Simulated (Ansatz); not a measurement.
**Al: a failed or faulty run and its cure**

System: Al (Fmmm, 1 atom in the cell).
Method of run 1: DFT, r2SCAN, plane waves, PAW (Ansatz 0.2.0).

The structure derives from an entry of the Crystallography Open Database. Text and figures count atoms from 1; the logs count them from 0 in places.

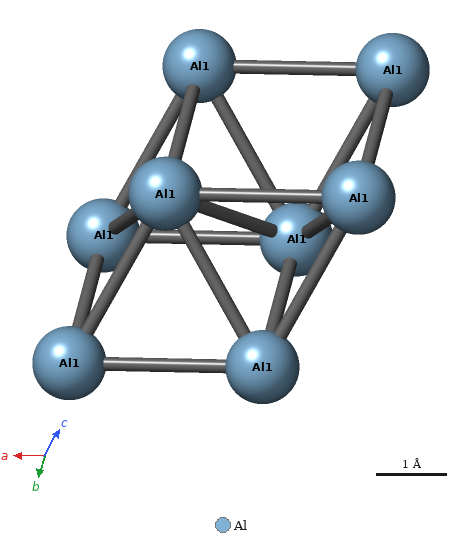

Fig. 1: The structure (ball-and-stick view of the reduced cell, seen at an oblique angle; atoms are numbered from 1 in the order of the input). Near neighbours in the crystal (not all of them lie inside the picture): Al has 12 Al at 2.86 to 2.87 Å.

The input, run 1:
```yaml
crystal:
  lattice:
    - [0.0, 2.0138601, 2.02398]
    - [2.0340999, 0.0, 2.02398]
    - [2.0340999, 2.0138601, 0.0]
  atoms:
    - { symbol: Al, position: [0.0, 0.0, 0.0] }
basis:
  ecutwfc: 500
kpoints:
  mp_grid: { grid: [20, 20, 20] }
hamiltonian:
  xc: r2scan
scf:
  occupations: { method: gaussian, width: 0.15 }
  mixing: { algorithm: broyden, beta: 1.5, ndim: 1, preconditioner: none }
  max_iter: 50
output:
  forces: true
  eigenvalues: true
  stress: true
```

Launched with:
```bash
ansatz run input.yaml --threads 1 --pin off --max-ram 2560MiB --backend cpu --events-out ev --progress --plain --runs-dir out
```

Hardware: 1 thread of AMD EPYC (Zen 3), 32 GiB of memory available, shared host.

Output (run 1):
```
Error: invalid value for `scf.mixing.beta`: must be finite and in (0, 1]; got 1.5
```

### Diagnose this run and give a change of the input that cures it.

The input was spoiled on purpose: mixing far too strong (`scf.mixing`). Undamped mixing lets the charge slosh. The program refused the input: “invalid value for `scf.mixing.beta`: must be finite and in (0, 1]; got 1.5”

A run of the same system that converges differs from this input as follows (lines with − go, lines with + come):
```diff
-  mixing: { algorithm: broyden, beta: 1.5, ndim: 1, preconditioner: none }
-  max_iter: 50
```

Output, shortened to warnings, some set-up lines, iterations and results (run 2):
```
Basis set: ecut = 500 eV, 411 PW (Γ), exchange–correlation on 96×96×96 points (64 copies of the dense FFT grid, shifted against one another)
Symmetry: 8 space group operations
k-points: 1166 of 8000
Initial density: superposition of atomic densities (neutral atoms: chi_scale 0, normalization atom), corrected by the library's trained network
[...]
SCF iter   1: F=—  HF=-540.397322 eV  |F-HF|=—  |Δ(HF+E_count)|=         —  Δρ=3.52e-3  dr2=2.37e-3  dr2_τ=4.17e-3  ethr=1.77e-3  ⟨swp⟩=4.7  Hψ=60098  notcnv=0
SCF iter   2: F=—  HF=-540.405197 eV  |F-HF|=—  |Δ(HF+E_count)|=   7.87e-3  Δρ=2.36e-3  dr2=1.05e-3  dr2_τ=2.62e-6  ethr=7.90e-5  ⟨swp⟩=2.1  Hψ=18917  notcnv=0  defer=231
SCF iter   3: F=—  HF=-540.405139 eV  |F-HF|=—  |Δ(HF+E_count)|=   5.75e-5  Δρ=1.03e-3  dr2=1.88e-4  dr2_τ=5.60e-7  ethr=3.50e-5  ⟨swp⟩=1.0  Hψ=6499  notcnv=0  defer=231
SCF iter   4: F=—  HF=-540.405130 eV  |F-HF|=—  |Δ(HF+E_count)|=   8.99e-6  Δρ=3.24e-4  dr2=1.79e-5  dr2_τ=2.39e-8  ethr=6.26e-6  ⟨swp⟩=1.0  Hψ=6499  notcnv=0  defer=231
SCF iter   5: F=—  HF=-540.405131 eV  |F-HF|=—  |Δ(HF+E_count)|=   2.58e-7  Δρ=6.04e-5  dr2=6.06e-7  dr2_τ=6.97e-10  ethr=5.97e-7  ⟨swp⟩=1.0  Hψ=6499  notcnv=0  defer=231
SCF iter   6: F=-540.405131 eV  HF=-540.405131 eV  |F-HF|=1.14e-9  |Δ(HF+E_count)|=   4.83e-8  Δρ=7.41e-6  dr2=9.25e-9  dr2_τ=1.28e-11  ethr=3.33e-9  ⟨swp⟩=5.5  Hψ=35291  …
SCF 1 converged in 6 iterations: F = -540.405131 eV  dr2 = 9.25e-9
SCF converged after 6 iterations
Free energy (F): -540.405131 eV
Harris-Foulkes:  -540.405131 eV  (|F-HF|=1.14e-9)
Internal energy: -540.400857 eV  (E = F + TS)
E sigma→0 (E₀):  -540.402994 eV
Entropy (-TS):   -0.004274 eV (-4.274 meV/atom)
Fermi energy:    7.970634 eV
--- Per-component energies (eV) ---
  E_band       = 9.671369
  E_kinetic    = 22.886155
  E_local      = 10.210672  (includes V_loc(G=0)·N_el)
  E_nonlocal   = 9.510903
  E_hartree    = 0.112506
  E_xc         = -36.625376
  E_vxc        = -31.038019  (∫ρ·V_xc dr)
  E_paw        = -473.042126  (= ΣΔE_a)
  E_vpaw       = -3.343778  (= ΣTr[D̂ρ^β])
  E_aug_tail   = -0.000001  (compensation charges beyond the density's cutoff)
  E_vtau       = 1.220429  (kinetic-family band-sum trace: ∫τ·v_τ [+ j·A + Jᵃ·Aᵃ] dr)
  E_ewald      = -73.393482
  E_core_change = -0.060108  (= ΣΔE_core)
  E_smearing   = -0.004274  (= −TS)
  E_closure    = -0.000000  (closes the sum)
  Σ components = -540.405131   (vs F -540.405131, Δ=0.00e0)
--- Forces (eV/Å), atoms counted from 1 ---
  atom   1  Al     0.00000000     0.00000000    -0.00000000
  max |Σ_I F_I| component: 4.81e-35 eV/Å
--- Stress (GPa, compression-positive) ---
       -3.615055       0.000000       0.000000
        0.000000      -3.372385       0.000000
        0.000000       0.000000      -3.482796
  P = ⅓ Tr σ = -3.4901 GPa (-34.901 kbar)
```

The two runs side by side:

| quantity | run 1 | run 2 |
| --- | --- | --- |
| outcome | refused | converged |
| free energy per atom (eV) | – | −540.4051 |
| gap on the mesh (eV) | – | 0.00 |
| pressure (GPa) | – | −3.49 |
| volume per atom (Å³) | – | 16.58 |
| largest force (eV/Å) | – | 0.000 |
| SCF iterations | – | 6 |
| irreducible k-points | – | 1166 |
| plane waves at Γ | – | 411 |
